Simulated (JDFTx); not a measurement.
**Energy of NaI along an even scaling of the cell**

System: NaI (2 atoms in the cell).
Method: Kohn-Sham DFT of a periodic cell, PBEsol, PseudoDojo-SR-PBEsol-0.4.1-standard, no spin polarisation (JDFTx 1.7.0 (patched build)).

The 7 runs differ only in the geometry, by an even scaling of the cell at fixed fractional positions. The structure derives from an entry of the Crystallography Open Database.

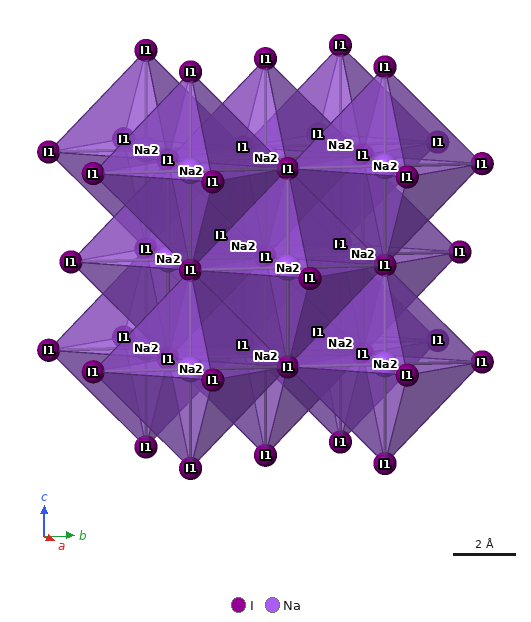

Figure 1. The structure of run 4 (polyhedral view of the cell 4 times as large as that of the calculation, set on its symmetry axes, seen slightly off an axis; polyhedra are completed across the faces of the cell; atoms are numbered from 1 in the order of the input). An atom can appear more than once, as a periodic image.

### Input of run 4
```
lattice \
    0.0000000000     3.2364000000     3.2364000000 \
    3.2364000000     0.0000000000     3.2364000000 \
    3.2364000000     3.2364000000     0.0000000000
latt-scale 1.889726124626 1.889726124626 1.889726124626
coords-type Lattice
ion I      0.5000000000     0.5000000000     0.5000000000 1
ion Na     0.0000000000     0.0000000000     0.0000000000 1

ion-species pseudo/I.upf
ion-species pseudo/Na.upf
elec-cutoff 44 352
elec-ex-corr gga-PBEsol
kpoint-folding 7 7 7
elec-smearing Fermi 0.0018374661
elec-n-bands 14
electronic-SCF nIterations 100 energyDiffThreshold 1e-09
electronic-minimize nIterations 30 energyDiffThreshold 1e-7
forces-output-coords Cartesian

dump-name run.$VAR
dump End Ecomponents EigStats BandEigs Kpoints Forces Stress
```

Command:
```bash
jdftx -c 1 -i NaI.in -o NaI.out
```

Run 5 differs from it as follows:
```diff
-    0.0000000000     3.2364000000     3.2364000000 \
-    3.2364000000     0.0000000000     3.2364000000 \
-    3.2364000000     3.2364000000     0.0000000000
+    0.0000000000     3.2578337372     3.2578337372 \
+    3.2578337372     0.0000000000     3.2578337372 \
+    3.2578337372     3.2578337372     0.0000000000
```

### Results, with one run withheld

| run | volume per atom (Å³) | free energy per atom, from the lowest run given (meV) | pressure (GPa) | gap on the mesh (eV) |
| --- | --- | --- | --- | --- |
| 1 | 31.865 | 1.42 | 0.54 | 3.67 |
| 2 | 32.543 | 0.00 | 0.14 | 3.61 |
| 3 | 33.221 | 0.16 | −0.21 | 3.56 |
| 4 | 33.899 | 1.72 | −0.53 | 3.51 |
| 5 | 34.577 | ? | ? | ? |
| 6 | 35.255 | 8.41 | −1.04 | 3.41 |
| 7 | 35.933 | 13.27 | −1.25 | 3.37 |

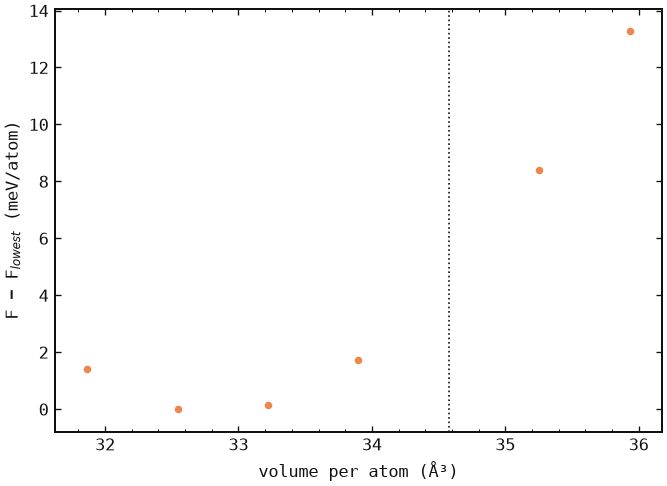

Figure 2. Free energy per atom of the runs given; the dotted line marks run 5.

What should run 5 give?

A cubic polynomial in V^(−2/3) (the Birch–Murnaghan form), fitted to the 6 runs given, misses them by under 0.01 meV per atom. With x = V^(−2/3) − 0.09578 Å⁻², it reads F = 1.225 − 1481.6 x + 4.0592e+05 x² + 1.9726e+06 x³ (meV per atom). At run 5 it gives 4.52 meV per atom, and the run itself gives 4.52. The slope of the fit gives a pressure −dF/dV of −0.80 GPa there, and the run prints −0.80 GPa. The fit has its minimum at 32.806 Å³ per atom, where V d²F/dV² gives 17.2 GPa: the bulk modulus at this level, since symmetry fixes the shape and the positions. The gap on the mesh goes, without turning, from 3.67 eV in run 1 to 3.37 eV in run 7; run 5 has 3.46 eV. These are gaps of this functional on this mesh, which can miss the band edges; they aren't the measured gap.

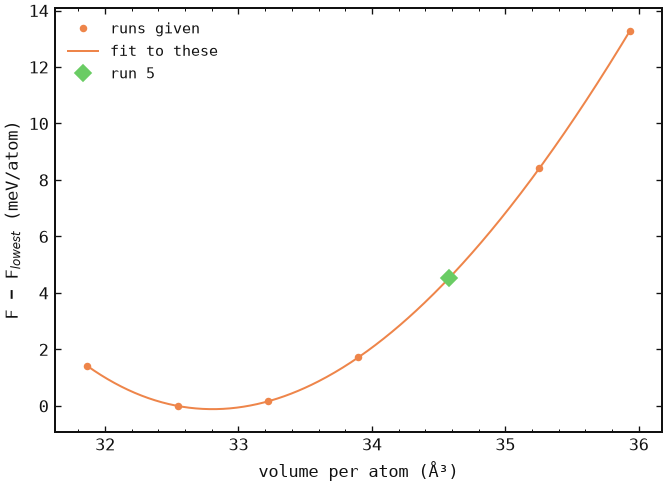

Figure 3. The fit and the withheld run.

### Some lines of the output (run 5)
```
[...]
unit cell volume = 466.674
     Etot =      -57.3795285180615053
        F =      -57.3795285180617611
	HOMO-LUMO gap: +0.127062
	Optical gap  : +0.127062 at state 0 ( [ +0.000000 +0.000000 +0.000000 ] spin 0 )
```
